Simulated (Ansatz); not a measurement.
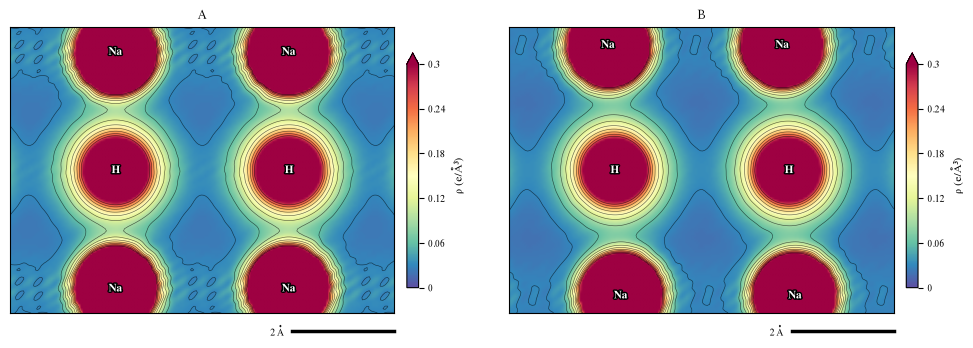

NaH. The valence electron density of two cells that differ in size and shape, on the (11̄0) plane of each (indices in the axes of the calculation cell), at one length scale and on one colour scale: B has 14.8 Å³ an atom and A 13.3.

Level of theory: DFT, PBE, plane waves, PAW (Ansatz).

The density is the valence pseudo-density of a PAW calculation; it isn't the true density close to the nuclei.

What does the compression do to the bonding and the properties?

From the larger cell to the smaller, Na–H goes from 2.45 to 2.31 Å, and the density at its midpoint from 0.07 to 0.09 e/Å³; the pressure goes from −1.0 to 1.6 GPa; the Kohn–Sham gap goes from 3.6 eV to 3.8 eV.
